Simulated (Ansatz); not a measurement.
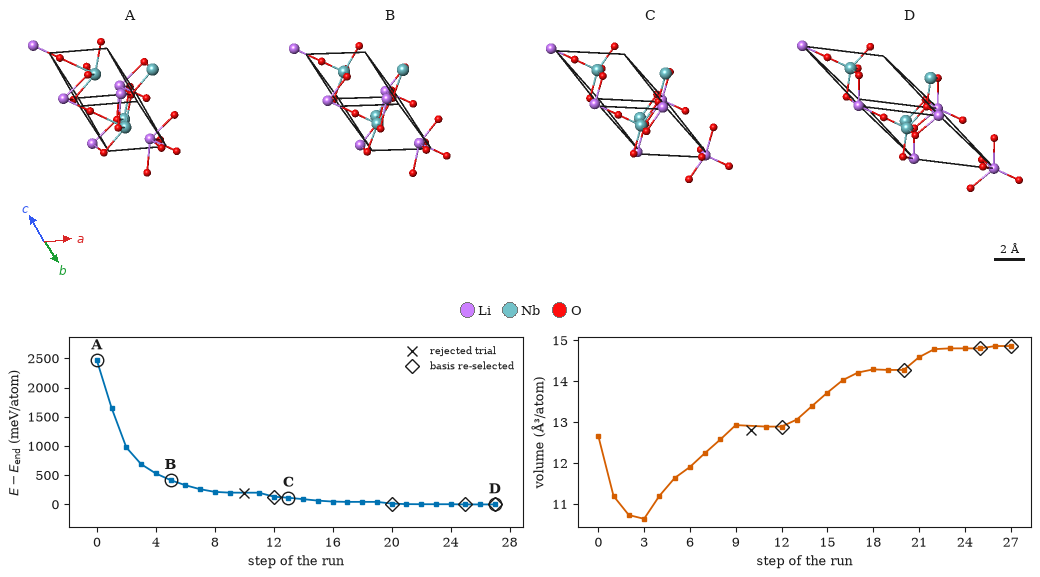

Frames of a relaxation of crystalline LiNbO₃ (a generated structure, set up in I4mm) (coarse preliminary run), marked on the history of the run. A ball-and-stick model of the cell of the calculation, seen from a free direction.

The calculation used DFT PBE, scalar-relativistic, plane waves, PAW (Ansatz 0.2.0). Settings: plane-wave cutoff 420 eV; k-point mesh 6 × 6 × 6; occupations gaussian; smearing width 0.1 eV; collinear spin; cell and atoms relaxed; force threshold 0.04 eV/Å; at most 70 steps.

What happens along the run?

Over 22 accepted moves (27 points after the start) the energy falls by 2465 meV per atom. The largest force component goes from 11 to 0.0061 eV/Å. The pressure goes from −19.51 to 0.06 GPa. The line search rejected the trial step at point 10 of the run. At 4 points the geometry stayed and the basis and grid were re-selected for the new cell (energy shift of 68.0 meV per atom at most each time). The atom that moves furthest relative to the cell is the Li atom (1.84 Å along [1 1 0]). By element the largest moves are Li 1.84 Å, Nb 1.81 Å, O 0.59 Å. The volume changes by +17.3 %, with a = b = c 4.515 → 5.779 Å (+28.0 %), α 121.7° → 141.5°, β 121.7° → 141.5°, γ 87.1° → 55.6°. Near-neighbour distances that change, for instance: Li–Nb 1.870 → 6.579 Å, Nb–O 2.654 → 1.749 Å, Nb–O 2.276 → 1.997 Å, Li–O 2.348 → 2.097 Å. Among the angles between lasting bonds that change: O–Li–O 69.6° → 114.6°, O–Nb–O 75.2° → 107.3°, Li–O–Li 139.1° → 130.8°. The space group stays I4mm (No. 107). The run may lie on a higher electronic state than the lowest, so the end point isn't shown to be the ground-state structure. Cost: 5.8 min on 1 thread of Arm Neoverse V2, with other jobs on the host, peak memory 0.52 GiB. From step 0 to 5: the Nb atom moves most (0.78 Å), volume −8.1 %, energy −2049 meV per atom. From step 5 to 13: the Li atom moves most (0.71 Å), volume +12.3 %, energy −302 meV per atom. From step 13 to 27: the Li atom moves most (0.38 Å), volume +13.8 %, energy −114 meV per atom.

| step | E − E(0), meV/atom | largest force component, eV/Å | pressure, GPa | volume, Å³/atom | note |
| --- | --- | --- | --- | --- | --- |
| 0 | 0.00 | 10.6591 | -19.51 | 12.667 |  |
| 1 | -814.95 | 11.9684 | -17.41 | 11.197 |  |
| 2 | -1490.34 | 9.9728 | -7.77 | 10.732 |  |
| 3 | -1775.60 | 4.4301 | 12.85 | 10.640 |  |
| 4 | -1935.44 | 2.3971 | 0.90 | 11.200 |  |
| 5 | -2049.16 | 1.2562 | 2.29 | 11.637 |  |
| 6 | -2136.44 | 0.9916 | 1.85 | 11.907 |  |
| 7 | -2204.32 | 0.7357 | 1.87 | 12.252 |  |
| 8 | -2250.24 | 0.3848 | 1.24 | 12.581 |  |
| 9 | -2263.59 | 0.1400 | -1.08 | 12.931 |  |
| 10 | -2264.03 | 0.1458 | 1.70 | 12.806 | rejected |
| 11 | -2264.52 | 0.0291 | -0.01 | 12.894 |  |
| 12 | -2332.51 | 0.0688 | 4.72 | 12.894 | same geometry, new basis |
| 13 | -2351.41 | 0.2044 | 4.15 | 13.067 |  |
| 14 | -2375.17 | 0.1215 | 2.83 | 13.398 |  |
| 15 | -2400.42 | 0.2666 | 2.08 | 13.725 |  |
| 16 | -2416.30 | 0.2745 | 1.13 | 14.028 |  |
| 17 | -2422.04 | 0.0586 | 0.51 | 14.215 |  |
| 18 | -2421.48 | 0.1108 | -0.37 | 14.293 |  |
| 19 | -2421.64 | 0.0259 | 0.00 | 14.279 |  |
| 20 | -2450.99 | 0.0241 | 1.61 | 14.279 | same geometry, new basis |
| 21 | -2460.04 | 0.3603 | 0.85 | 14.590 |  |
| 22 | -2461.76 | 0.1671 | 0.00 | 14.788 |  |
| 23 | -2461.76 | 0.0448 | 0.03 | 14.807 |  |
| 24 | -2461.77 | 0.0031 | 0.00 | 14.807 |  |
| 25 | -2465.16 | 0.0059 | 0.17 | 14.807 | same geometry, new basis |
| 26 | -2465.24 | 0.0062 | 0.05 | 14.864 |  |
| 27 | -2465.43 | 0.0061 | 0.06 | 14.864 | same geometry, new basis |
